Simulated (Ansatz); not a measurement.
## Run report: B32N33, single-point calculation (part 2 of 2)

Continued. System: B32N33 (defect cell, 65 atoms in the cell). Method: DFT, HSE06, PAW, plane waves (Ansatz 0.2.0); cutoff 420 eV, 1×1×1 k-mesh, Fermi–Dirac smearing of 0.01 eV. 

## Output, continued
```
  atom  48  N     -0.00835418    -0.01445306    -0.02432478
  atom  49  N     -0.01966641     0.31524813    -0.03193509
  atom  50  N     -0.00201081    -0.00300142    -0.00816161
  atom  51  N      0.00711756    -0.32486803    -0.01777311
  atom  52  N     -0.00800306    -0.00882218    -0.00781937
  atom  53  N      0.00632512    -0.00783448    -0.01960753
  atom  54  N     -0.01002498     0.00954152    -0.00184720
  atom  55  N     -0.01625387    -0.00704136    -0.00272450
  atom  56  N      0.00705777    -0.02645243    -0.01167214
  atom  57  N      0.31894891    -0.03149226    -0.02595549
  atom  58  N      0.00325067    -0.00935035    -0.01188004
  atom  59  N      0.00109105    -0.00157747    -0.01826447
  atom  60  N      0.01791646    -0.01660310     0.00011375
  atom  61  N     -0.31332594     0.00570143    -0.01630136
  atom  62  N     -0.00384461    -0.01444433    -0.00403845
  atom  63  N      0.00038404    -0.02325207    -0.00041205
  atom  64  N     -0.01965155     0.00113285    -0.01180691
  atom  65  N     -0.01299292    -0.01179708    -0.01514466
  max |Σ_I F_I| component: 3.07e-5 eV/Å
--- Band table (eV) ---
  k-point 0 ↑: bands = ["-12.3606", "-10.9104", "-10.2139", "-10.2135", "-9.6061", "-9.2021", "-9.2020", "-8.6222", "-8.3530", "-8.2146", "-8.2142", "-7.6187", "-7.5357", "-7.5352", "-7.4032", "-7.4021", "-7.3689", "-7.0135", "-7.0132", "-6.9380", "-6.3573", "-6.2481", "-6.2478", "-6.0877", "-5.9749", "-5.9748", "-5.7022", "-5.6855", "-5.6852", "-5.6826", "-5.6391", "-5.6387", "-4.6291", "-0.5414", "-0.4654", "-0.4646", "-0.1089", "-0.1056", "0.4324", "0.7161",
      "0.7228", "0.7237", "1.1976", "1.3146", "1.3228", "1.3235", "1.4272", "1.4278", "1.4371", "1.5401", "1.5403", "1.5786", "1.6642", "1.6652", "2.5875", "2.5891", "2.7376", "3.1843", "3.2724", "3.3047", "3.3055", "3.3843", "3.3852", "3.4130", "3.6088", "3.6093", "3.7130", "3.8593", "3.8600", "4.1364", "4.3003", "4.3008", "4.5298", "4.9285", "4.9293", "5.1510", "5.1936", "5.1937", "5.2168", "5.2736",
      "5.2742", "5.3550", "5.4944", "5.4959", "5.5674", "5.5683", "5.6442", "5.7119", "5.9891", "5.9902", "6.2533", "6.2766", "6.2783", "6.4412", "6.4440", "6.6647", "6.8706", "6.8717", "6.9733", "7.0856", "7.0866", "7.1748", "7.1846", "7.2945", "7.2952", "7.3724", "7.3728", "7.4010", "7.4276", "7.4877", "7.4881", "7.7908", "7.7920", "7.9077", "8.3656", "8.3662", "8.4144", "8.5217", "8.7047", "8.7085",
      "8.8589", "9.0960", "9.0968", "9.1512", "9.2481", "9.2498", "9.3199", "10.1727", "10.1766", "11.4137", "11.6915", "11.6941", "17.6307", "17.6310", "18.3140", "19.0870", "19.0885", "19.3417", "20.2810", "20.2855", "20.3411", "20.4066", "20.4073", "20.5379", "20.7169", "20.7171", "20.8348", "20.9035", "20.9039", "21.2061", "21.3639", "21.3659", "21.5323", "21.5622", "21.6493", "21.6500", "21.8793", "21.8801", "22.0546", "22.1116",
      "22.1233", "22.1249", "22.2016", "22.2024", "22.4620", "22.8702", "22.8723", "22.8787", "23.1054", "23.1073", "23.1962", "23.3007", "23.3048", "23.3069", "23.4592", "23.4596", "23.5920", "23.6059", "23.6073", "23.6948", "23.8134", "23.8150", "23.8579", "23.9459", "23.9476", "23.9909", "24.0200", "24.0207", "24.2583", "24.2692", "24.3590", "24.3598", "24.4084", "24.4868", "24.4872", "24.6274", "25.0223"]
  k-point 0 ↓: bands = ["-11.4790", "-10.5936", "-10.1377", "-10.1374", "-9.4175", "-9.1295", "-9.1294", "-8.4293", "-8.1923", "-8.1327", "-8.1326", "-7.4999", "-7.3483", "-7.3311", "-7.3305", "-7.3069", "-7.3066", "-6.9237", "-6.9234", "-6.8621", "-6.1843", "-6.1780", "-6.1777", "-5.9588", "-5.8613", "-5.8612", "-5.6600", "-5.5990", "-5.5875", "-5.5868", "-5.4973", "-5.4971", "-3.7116", "-0.4304", "-0.4297", "-0.1936", "0.4152", "0.4164", "0.7367", "0.8537",
      "0.9724", "0.9742", "1.3016", "1.3408", "1.3778", "1.3784", "1.4536", "1.4541", "1.4754", "1.6122", "1.6248", "1.6253", "1.7279", "1.7293", "2.9548", "2.9570", "3.0131", "3.3358", "3.3712", "3.3718", "3.4029", "3.4651", "3.4663", "3.6308", "3.6696", "3.6700", "3.8208", "3.9738", "3.9748", "4.2439", "4.3758", "4.3763", "4.7507", "5.1122", "5.1133", "5.1984", "5.2713", "5.2717", "5.3116", "5.3368",
      "5.3373", "5.3972", "5.5673", "5.5690", "5.6248", "5.6258", "5.7003", "5.8205", "6.0962", "6.0973", "6.3378", "6.3615", "6.3631", "6.6061", "6.6078", "6.7210", "7.1571", "7.1583", "7.1743", "7.2096", "7.2110", "7.2152", "7.3086", "7.3510", "7.3515", "7.3986", "7.3990", "7.4625", "7.4880", "7.6406", "7.6411", "7.8762", "7.8774", "7.9898", "8.4776", "8.4784", "8.5820", "8.6586", "8.7862", "8.7899",
      "9.1609", "9.1877", "9.1882", "9.3877", "9.4470", "9.4487", "10.0884", "10.2840", "10.2880", "14.4100", "14.4317", "14.4426", "17.6675", "17.6678", "18.4300", "19.1715", "19.1726", "19.3982", "20.3338", "20.3376", "20.3751", "20.4596", "20.4598", "20.6110", "20.7559", "20.7561", "20.8815", "20.9676", "20.9681", "21.2842", "21.4451", "21.4474", "21.5516", "21.6289", "21.7021", "21.7026", "21.9116", "21.9122", "22.1182", "22.1773",
      "22.1789", "22.2012", "22.2620", "22.2627", "22.5556", "22.9081", "22.9103", "22.9378", "23.1330", "23.1351", "23.2056", "23.3541", "23.3566", "23.3667", "23.5023", "23.5029", "23.6469", "23.6482", "23.6639", "23.7119", "23.8435", "23.8450", "23.8949", "23.9669", "23.9682", "24.0341", "24.0587", "24.0595", "24.2648", "24.3381", "24.4051", "24.4057", "24.5113", "24.5245", "24.5248", "24.6475", "25.0895"]
--- Löwdin populations: 65 sites ---
  site symbol       q [e]    m [muB]
     0      B      2.6630    -0.0004
     1      B      2.6655    -0.0001
     2      B      2.6655    -0.0001
     3      B      2.6719    -0.0004
     4      B      2.6654    -0.0001
     5      B      2.6720    -0.0004
     6      B      2.6720    -0.0005
     7      B      2.6535    -0.0431
     8      B      2.6706    -0.0028
     9      B      2.6549    -0.0483
    10      B      2.6644    -0.0000
    11      B      2.6704    -0.0017
    12      B      2.6643    -0.0000
    13      B      2.6704    -0.0017
    14      B      2.6633    -0.0005
    15      B      2.6655     0.0006
    16      B      2.6703    -0.0028
    17      B      2.6646    -0.0000
    18      B      2.6551    -0.0487
    19      B      2.6701    -0.0017
    20      B      2.6645    -0.0000
    21      B      2.6632    -0.0005
    22      B      2.6702    -0.0017
    23      B      2.6657     0.0007
    24      B      2.6704    -0.0028
    25      B      2.6646     0.0000
    26      B      2.6645    -0.0000
    27      B      2.6632    -0.0005
    28      B      2.6549    -0.0488
    29      B      2.6701    -0.0017
    30      B      2.6702    -0.0018
    31      B      2.6657     0.0007
    32      N      5.3151     0.0120
    33      N      5.3117     0.0503
    34      N      5.3116     0.0508
    35      N      5.3154     0.0137
    36      N      5.3115     0.0507
    37      N      5.3154     0.0136
    38      N      5.3154     0.0137
    39      N      5.3127     0.0421
    40      N      5.2765     0.2436
    41      N      5.2798     0.2157
    42      N      5.3032     0.0102
    43      N      5.3031     0.0114
    44      N      5.3032     0.0103
    45      N      5.3030     0.0114
    46      N      5.3057     0.0016
    47      N      5.3056     0.0018
    48      N      5.2768     0.2408
    49      N      5.3033     0.0103
    50      N      5.2796     0.2181
    51      N      5.3030     0.0113
    52      N      5.3033     0.0104
    53      N      5.3056     0.0016
    54      N      5.3030     0.0113
    55      N      5.3057     0.0018
    56      N      5.2769     0.2408
    57      N      5.3032     0.0104
    58      N      5.3033     0.0104
    59      N      5.3056     0.0016
    60      N      5.2795     0.2182
    61      N      5.3030     0.0113
    62      N      5.3030     0.0113
    63      N      5.3057     0.0018
    64      N      5.0241     1.4098
  spilling = 0.003935 (of n_electrons = 261.000000)
```

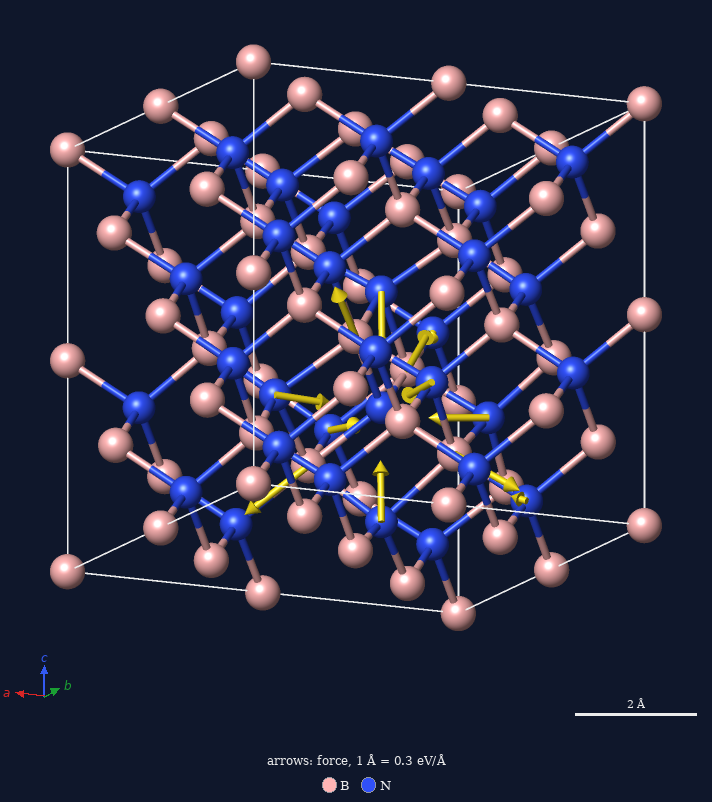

**Figure 1.** Forces on the atoms as yellow arrows (ball-and-stick view of the cell of the calculation, seen at an oblique angle); the smallest are left out. The largest act on B19 (0.42 eV/Å); B10 (0.41 eV/Å); B29 (0.41 eV/Å); B8 (0.35 eV/Å), among others. Atoms are counted from 1 in the order of the input and aren't labelled in the picture. 

This output came from the following input.

## Input file
```yaml
crystal:
  lattice:
    - [7.211591, 0.000000, 0.000000]
    - [0.000000, 7.211591, 0.000000]
    - [0.000000, 0.000000, 7.211591]
  atoms:
    - { symbol: B, position: [0.000193, 0.999824, 0.999369] }
    - { symbol: B, position: [0.999592, 0.999229, 0.499502] }
    - { symbol: B, position: [0.999590, 0.499899, 0.998810] }
    - { symbol: B, position: [0.994627, 0.502127, 0.501678] }
    - { symbol: B, position: [0.500259, 0.999240, 0.998813] }
    - { symbol: B, position: [0.502507, 0.994256, 0.501704] }
    - { symbol: B, position: [0.502527, 0.502182, 0.993757] }
    - { symbol: B, position: [0.502185, 0.501980, 0.501582], spin: 0.091 }
    - { symbol: B, position: [0.248520, 0.248162, 0.994318] }
    - { symbol: B, position: [0.249036, 0.248628, 0.501360], spin: 0.091 }
    - { symbol: B, position: [0.250479, 0.750808, 0.998768] }
    - { symbol: B, position: [0.248445, 0.755032, 0.501421] }
    - { symbol: B, position: [0.751167, 0.250112, 0.998753] }
    - { symbol: B, position: [0.755382, 0.248102, 0.501408] }
    - { symbol: B, position: [0.750668, 0.750313, 0.999291] }
    - { symbol: B, position: [0.751204, 0.750826, 0.499459] }
    - { symbol: B, position: [0.248584, 0.994776, 0.247764] }
    - { symbol: B, position: [0.250431, 0.999219, 0.750359] }
    - { symbol: B, position: [0.248986, 0.501833, 0.248138], spin: 0.091 }
    - { symbol: B, position: [0.248489, 0.501830, 0.754568] }
    - { symbol: B, position: [0.751130, 0.999209, 0.249659] }
    - { symbol: B, position: [0.750702, 0.999722, 0.749888] }
    - { symbol: B, position: [0.755427, 0.501822, 0.247680] }
    - { symbol: B, position: [0.751163, 0.499899, 0.750378] }
    - { symbol: B, position: [0.995159, 0.248181, 0.247739] }
    - { symbol: B, position: [0.999567, 0.250063, 0.750353] }
    - { symbol: B, position: [0.999570, 0.750766, 0.249670] }
    - { symbol: B, position: [0.000080, 0.750343, 0.749881] }
    - { symbol: B, position: [0.502361, 0.248630, 0.248293], spin: 0.091 }
    - { symbol: B, position: [0.502174, 0.248170, 0.754538] }
    - { symbol: B, position: [0.502201, 0.755045, 0.247685] }
    - { symbol: B, position: [0.500260, 0.750802, 0.750384] }
    - { symbol: N, position: [0.125820, 0.125477, 0.125010] }
    - { symbol: N, position: [0.123816, 0.123497, 0.626976] }
    - { symbol: N, position: [0.123792, 0.627422, 0.123057] }
    - { symbol: N, position: [0.125393, 0.625492, 0.625019] }
    - { symbol: N, position: [0.627714, 0.123481, 0.123063] }
    - { symbol: N, position: [0.625801, 0.125079, 0.625002] }
    - { symbol: N, position: [0.625817, 0.625484, 0.124613] }
    - { symbol: N, position: [0.627445, 0.627105, 0.626690] }
    - { symbol: N, position: [0.375911, 0.375716, 0.101229], spin: 0.091 }
    - { symbol: N, position: [0.376067, 0.375763, 0.646624], spin: 0.091 }
    - { symbol: N, position: [0.375745, 0.875272, 0.121950] }
    - { symbol: N, position: [0.375648, 0.875140, 0.627918] }
    - { symbol: N, position: [0.875607, 0.375419, 0.121936] }
    - { symbol: N, position: [0.875458, 0.375329, 0.627901] }
    - { symbol: N, position: [0.875706, 0.875393, 0.124435] }
    - { symbol: N, position: [0.875682, 0.875357, 0.625328] }
    - { symbol: N, position: [0.375959, 0.101837, 0.375304], spin: 0.091 }
    - { symbol: N, position: [0.375703, 0.122387, 0.874787] }
    - { symbol: N, position: [0.376022, 0.647229, 0.375349], spin: 0.091 }
    - { symbol: N, position: [0.375696, 0.628367, 0.874671] }
    - { symbol: N, position: [0.875556, 0.122382, 0.374968] }
    - { symbol: N, position: [0.875750, 0.124883, 0.874945] }
    - { symbol: N, position: [0.875511, 0.628336, 0.374891] }
    - { symbol: N, position: [0.875631, 0.625772, 0.874906] }
    - { symbol: N, position: [0.102193, 0.375643, 0.375209], spin: 0.091 }
    - { symbol: N, position: [0.122689, 0.375378, 0.874797] }
    - { symbol: N, position: [0.122700, 0.875232, 0.374971] }
    - { symbol: N, position: [0.125206, 0.875429, 0.874938] }
    - { symbol: N, position: [0.647546, 0.375673, 0.375324], spin: 0.091 }
    - { symbol: N, position: [0.628683, 0.375371, 0.874660] }
    - { symbol: N, position: [0.628673, 0.875181, 0.374885] }
    - { symbol: N, position: [0.626093, 0.875312, 0.874912] }
    - { symbol: N, position: [0.373562, 0.373180, 0.372405], spin: 0.091 }
  symmetry: { detect: false }
kpoints:
  mp_grid: { grid: [1, 1, 1], shift: [0.25, 0.25, 0.25] }
hamiltonian:
  xc: hse06
magnetization:
  spin_polarized: true
scf:
  occupations: { method: fermi_dirac, width: 0.01 }
output:
  forces: true
  eigenvalues: true
  populations: true
  eigenstates: { kpoints: [[0.25, 0.25, 0.25]], e_range: [-6.0, 6.0], localisation: true }
  write_density: true
  write_potential: true
  elf: true
  volumetric_format: npy
```

Run as:
```bash
ansatz run in.yaml --threads 8 --pin off --max-ram 15200MiB --runs-dir r --events-out ev --progress --plain
```

## Key numbers

```tsv
quantity	value
outcome	converged
electrons treated	261
free energy	−17725.8352 eV
Fermi energy	13.054 eV
net moment of the cell	3.00 μB
largest force (length of the vector)	0.421 eV/Å
hardware	8 threads of Intel Xeon @ 2.50GHz, 16 GiB of memory available, shared host
wall time	1.9 min (CPU time 12 min)
peak memory	1.8 GiB
```

## Notes

The program warns: the state was not tested for a lower one. The k-point mesh is coarse for a cell of this size, so the results may not be converged.
